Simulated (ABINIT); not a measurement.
## Run report: Be₂C, geometry relaxation (part 1 of 2)

- system: Be₂C (Fm-3m, 3 atoms in the cell)
- method: Kohn-Sham DFT of a periodic cell, PBE, PseudoDojo NC SR PBE v0.4.1 standard, no spin polarisation (ABINIT 10.8.3)

The structure derives from an entry of the Crystallography Open Database.

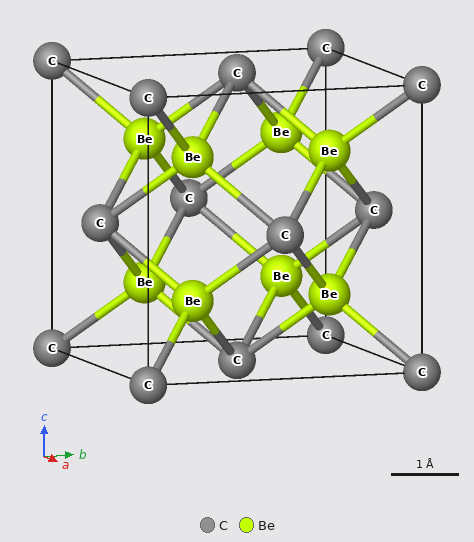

Figure 1. The structure as given in the input (ball-and-stick view of the cell 4 times as large as that of the calculation, set on its symmetry axes, seen slightly off an axis). Near neighbours in the crystal (not all of them lie inside the picture): C has 8 Be at 1.87 Å; Be has 4 C at 1.87 Å.

## Input
```
pp_dirpath "./"
pseudos "C.upf, Be.upf"

acell 3*1.0
rprim
     0.0000000000     4.0912570598     4.0912570598
     4.0912570598     0.0000000000     4.0912570598
     4.0912570598     4.0912570598     0.0000000000
ntypat 2
znucl 6 4
natom 3
typat 1 2 2
chkprim 0
chksymtnons 0
tolsym 1.0e-6
xred
            0.0            0.0            0.0
            3/4            3/4            3/4
            1/4            1/4            1/4

ecut 44.0
ecutsm 0.5

kptopt 1
ngkpt 8 8 8
nshiftk 1
shiftk 0.0 0.0 0.0

ixc 11

nband 10
occopt 3
tsmear 0.05 eV

nstep 80
tolvrs 1.0e-12

iomode 3
prteig 0
prtebands 0
prtwf 0
prtden 0

ionmov 2
optcell 2
ntime 50
tolmxf 2.0e-5
dilatmx 1.08
```

Launch command:
```bash
abinit run.abi > log 2>&1
```

## Output
```
.Version 10.8.3 of ABINIT
 Symmetries : space group Fm -3 m (#225); Bravais cF (face-center cubic)
================================================================================
 Values of the parameters that define the memory need of the present run
     intxc =       0    ionmov =       2      iscf =       7    lmnmax =       4
     lnmax =       4     mgfft =      40  mpssoang =       2    mqgrid =    3001
     natom =       3  nloc_mem =       1    nspden =       1   nspinor =       1
    nsppol =       1      nsym =      48    n1xccc =    2501    ntypat =       2
    occopt =       3   xclevel =       2
       mpw =        2421          nfft =       64000          nkpt =          29
================================================================================
================================================================================

--------------------------------------------------------------------------------
------------- Echo of variables that govern the present computation ------------
--------------------------------------------------------------------------------
 -outvars: echo values of preprocessed input variables --------
            acell      1.0000000000E+00  1.0000000000E+00  1.0000000000E+00 Bohr
              amu      1.20110000E+01  9.01218200E+00
          chkprim           0
      chksymtnons           0
          dilatmx      1.08000000E+00
             ecut      4.40000000E+01 Hartree
           ecutsm      5.00000000E-01 Hartree
           ionmov           2
              ixc          11
         kptrlatt        8    0    0      0    8    0      0    0    8
          kptrlen      4.62872898E+01
            natom           3
            nband          10
            ngfft          40      40      40
             nkpt          29
            nstep          80
             nsym          48
            ntime          50
           ntypat           2
           occopt           3
          optcell           2
           prtden           0
        prtebands           0
           prteig           0
            prtwf           0
            rprim      0.0000000000E+00  4.0912570598E+00  4.0912570598E+00
                       4.0912570598E+00  0.0000000000E+00  4.0912570598E+00
                       4.0912570598E+00  4.0912570598E+00  0.0000000000E+00
          spgroup         225
           tolmxf      2.00000000E-05
           tolsym      1.00000000E-06
           tolvrs      1.00000000E-12
           tsmear      1.83746611E-03 Hartree
            typat      1  2  2
           xangst      0.0000000000E+00  0.0000000000E+00  0.0000000000E+00
                       3.2474999978E+00  3.2474999978E+00  3.2474999978E+00
                       1.0824999993E+00  1.0824999993E+00  1.0824999993E+00
            xcart      0.0000000000E+00  0.0000000000E+00  0.0000000000E+00
                       6.1368855897E+00  6.1368855897E+00  6.1368855897E+00
                       2.0456285299E+00  2.0456285299E+00  2.0456285299E+00
             xred      0.0000000000E+00  0.0000000000E+00  0.0000000000E+00
                       7.5000000000E-01  7.5000000000E-01  7.5000000000E-01
                       2.5000000000E-01  2.5000000000E-01  2.5000000000E-01
            znucl        6.00000    4.00000

================================================================================

 chkinp: Checking input parameters for consistency.

================================================================================
== DATASET  1 ==================================================================

--- !DatasetInfo
iteration_state: {dtset: 1, }
dimensions: {natom: 3, nkpt: 29, mband: 10, nsppol: 1, nspinor: 1, nspden: 1, mpw: 2421, }
cutoff_energies: {ecut:  44.0, pawecutdg:  -1.0, }
electrons: {nelect:   1.20000000E+01, charge:   0.00000000E+00, occopt:   3.00000000E+00, tsmear:   1.83746611E-03, }
meta: {optdriver: 0, ionmov: 2, optcell: 2, iscf: 7, paral_kgb: 0, }
...

 Exchange-correlation functional for the present dataset will be:
  GGA: Perdew-Burke-Ernzerhof functional - ixc=11
  J.P.Perdew, K.Burke, M.Ernzerhof, PRL 77, 3865 (1996)

 Real(R)+Recip(G) space primitive vectors, cartesian coordinates (Bohr,Bohr^-1):
 R(1)=  0.0000000  4.0912571  4.0912571  G(1)= -0.1222118  0.1222118  0.1222118
 R(2)=  4.0912571  0.0000000  4.0912571  G(2)=  0.1222118 -0.1222118  0.1222118
 R(3)=  4.0912571  4.0912571  0.0000000  G(3)=  0.1222118  0.1222118 -0.1222118
 Unit cell volume ucvol=  1.3696207E+02 bohr^3
 Angles (23,13,12)=  6.00000000E+01  6.00000000E+01  6.00000000E+01 degrees

 getcut: wavevector=  0.0000  0.0000  0.0000  ngfft=  40  40  40
         ecut(hartree)=     51.322   => boxcut(ratio)=   2.14374

--- Pseudopotential description ------------------------------------------------
- pspini: atom type   1  psp file is ./C.upf
   6.00000   4.00000  171031                  znucl, zion, pspdat
12 -101130 1 -1 1248                          pspcod,pspxc,lmax,lloc,mmax
     nproj     2     2

- pspini: atom type   2  psp file is ./Be.upf
   4.00000   4.00000  171031                  znucl, zion, pspdat
12 -101130 1 -1 1358                          pspcod,pspxc,lmax,lloc,mmax
     nproj     2     2

   1.26108258E+02                                ecore*ucvol(ha*bohr**3)
--------------------------------------------------------------------------------

================================================================================

=== [ionmov= 2] Broyden-Fletcher-Goldfarb-Shanno method (forces)
================================================================================

--- Iteration: ( 1/50) Internal Cycle: (1/1)
--------------------------------------------------------------------------------

---SELF-CONSISTENT-FIELD CONVERGENCE--------------------------------------------

--- !BeginCycle
iteration_state: {dtset: 1, itime: 1, icycle: 1, }
solver: {iscf: 7, nstep: 80, nline: 4, wfoptalg: 0, }
tolerances: {tolvrs: 1.00E-12, }
...

     iter   Etot(hartree)      deltaE(h)  residm     vres2
 ETOT  1  -33.883591419185    -3.388E+01 2.308E-01 3.619E+02
 ETOT  2  -33.942446310904    -5.885E-02 8.316E-03 1.312E+02
 ETOT  3  -33.959310161999    -1.686E-02 6.496E-03 6.573E-01
 ETOT  4  -33.959378409572    -6.825E-05 9.643E-04 9.058E-03
 ETOT  5  -33.959378951335    -5.418E-07 3.940E-04 1.045E-04
 ETOT  6  -33.959378955643    -4.308E-09 2.902E-04 4.724E-07
 ETOT  7  -33.959378955668    -2.463E-11 1.483E-04 4.710E-09
 ETOT  8  -33.959378955667     5.400E-13 1.110E-04 1.527E-11
 ETOT  9  -33.959378955667    -2.416E-13 7.077E-05 1.611E-13

 At SCF step    9       vres2   =  1.61E-13 < tolvrs=  1.00E-12 =>converged.

 Cartesian components of stress tensor (hartree/bohr^3)
  sigma(1 1)= -2.34188166E-05  sigma(3 2)=  0.00000000E+00
  sigma(2 2)= -2.34188166E-05  sigma(3 1)=  0.00000000E+00
  sigma(3 3)= -2.34188166E-05  sigma(2 1)=  0.00000000E+00

--- !ResultsGS
iteration_state: {dtset: 1, itime: 1, icycle: 1, }
comment   : Summary of ground state results
lattice_vectors:
- [  0.0000000,   4.0912571,   4.0912571, ]
- [  4.0912571,   0.0000000,   4.0912571, ]
- [  4.0912571,   4.0912571,   0.0000000, ]
lattice_lengths: [   5.78591,    5.78591,    5.78591, ]
lattice_angles: [ 60.000,  60.000,  60.000, ] # degrees, (23, 13, 12)
lattice_volume:   1.3696207E+02
convergence: {deltae: -2.416E-13, res2:  1.611E-13, residm:  7.077E-05, diffor: null, }
etotal    :  -3.39593790E+01
entropy   :   0.00000000E+00
fermie    :   3.16106772E-01
cartesian_stress_tensor: # hartree/bohr^3
- [ -2.34188166E-05,   0.00000000E+00,   0.00000000E+00, ]
- [  0.00000000E+00,  -2.34188166E-05,   0.00000000E+00, ]
- [  0.00000000E+00,   0.00000000E+00,  -2.34188166E-05, ]
pressure_GPa:   6.8901E-01
xred      :
- [  0.0000E+00,   0.0000E+00,   0.0000E+00,  C]
- [  7.5000E-01,   7.5000E-01,   7.5000E-01, Be]
- [  2.5000E-01,   2.5000E-01,   2.5000E-01, Be]
cartesian_forces: # hartree/bohr
- [  1.71392236E-31,  -1.71392236E-31,  -1.71392236E-31, ]
- [  4.28480589E-31,   3.42784471E-31,  -4.28480589E-31, ]
- [ -5.99872824E-31,  -1.71392236E-31,   5.99872824E-31, ]
force_length_stats: {min:   2.96860060E-31, max:   8.65488364E-31, mean:   6.19515659E-31, }
...

 Integrated electronic density in atomic spheres:
 ------------------------------------------------
 Atom  Sphere_radius  Integrated_density
    1        2.00000          4.17167443
    2        2.00000          3.48098079
    3        2.00000          3.48098079

---OUTPUT-----------------------------------------------------------------------

 Cartesian coordinates (xcart) [bohr]
  0.00000000000000E+00  0.00000000000000E+00  0.00000000000000E+00
  6.13688558970000E+00  6.13688558970000E+00  6.13688558970000E+00
  2.04562852990000E+00  2.04562852990000E+00  2.04562852990000E+00
 Reduced coordinates (xred)
  0.00000000000000E+00  0.00000000000000E+00  0.00000000000000E+00
  7.50000000000000E-01  7.50000000000000E-01  7.50000000000000E-01
  2.50000000000000E-01  2.50000000000000E-01  2.50000000000000E-01
 Cartesian forces (fcart) [Ha/bohr]; max,rms= 5.99873E-31 3.83245E-31 (free atoms)
  1.71392235511123E-31 -1.71392235511123E-31 -1.71392235511123E-31
  4.28480588777809E-31  3.42784471022247E-31 -4.28480588777809E-31
 -5.99872824288932E-31 -1.71392235511123E-31  5.99872824288932E-31
 Gradient of E wrt nuclear positions in reduced coordinates (gred)
  1.40241938705958E-30  8.36781872906658E-50 -8.36781872906658E-50
  3.50604846764895E-31  4.89950216094920E-47 -3.15544362088405E-30
 -1.75302423382447E-30 -1.30665554859746E-46  3.15544362088405E-30
 Scale of Primitive Cell (acell) [bohr]
  1.00000000000000E+00  1.00000000000000E+00  1.00000000000000E+00
 Real space primitive translations (rprimd) [bohr]
  0.00000000000000E+00  4.09125705980000E+00  4.09125705980000E+00
  4.09125705980000E+00  0.00000000000000E+00  4.09125705980000E+00
  4.09125705980000E+00  4.09125705980000E+00  0.00000000000000E+00
 Unitary Cell Volume (ucvol) [Bohr^3]=  1.36962066114307E+02
 Angles (23,13,12)= [degrees]
  6.00000000000000E+01  6.00000000000000E+01  6.00000000000000E+01
 Lengths [Bohr]
  5.78591122112383E+00  5.78591122112383E+00  5.78591122112383E+00
 Stress tensor in cartesian coordinates (strten) [Ha/bohr^3]
 -2.34188166298062E-05  0.00000000000000E+00  0.00000000000000E+00
  0.00000000000000E+00 -2.34188166298062E-05  0.00000000000000E+00
  0.00000000000000E+00  0.00000000000000E+00 -2.34188166298019E-05
 Total energy (etotal) [Ha]= -3.39593789556674E+01

--- Iteration: ( 2/50) Internal Cycle: (1/1)
--------------------------------------------------------------------------------

---SELF-CONSISTENT-FIELD CONVERGENCE--------------------------------------------

--- !BeginCycle
iteration_state: {dtset: 1, itime: 2, icycle: 1, }
solver: {iscf: 7, nstep: 80, nline: 4, wfoptalg: 0, }
tolerances: {tolvrs: 1.00E-12, }
...

     iter   Etot(hartree)      deltaE(h)  residm     vres2
 ETOT  1  -33.959381175809    -3.396E+01 3.226E-05 4.421E-02
 ETOT  2  -33.959383402868    -2.227E-06 1.418E-05 2.437E-03
 ETOT  3  -33.959383489902    -8.703E-08 1.255E-05 9.978E-04
 ETOT  4  -33.959383601719    -1.118E-07 6.564E-06 1.279E-05
 ETOT  5  -33.959383602294    -5.743E-10 5.875E-06 1.656E-07
 ETOT  6  -33.959383602298    -4.484E-12 3.072E-06 3.073E-10
 ETOT  7  -33.959383602298    -1.776E-13 2.751E-06 3.307E-12
 ETOT  8  -33.959383602298     7.674E-13 1.443E-06 5.735E-15

 At SCF step    8       vres2   =  5.74E-15 < tolvrs=  1.00E-12 =>converged.

 Cartesian components of stress tensor (hartree/bohr^3)
  sigma(1 1)= -8.77713173E-06  sigma(3 2)=  0.00000000E+00
  sigma(2 2)= -8.77713173E-06  sigma(3 1)=  0.00000000E+00
  sigma(3 3)= -8.77713173E-06  sigma(2 1)=  0.00000000E+00
```
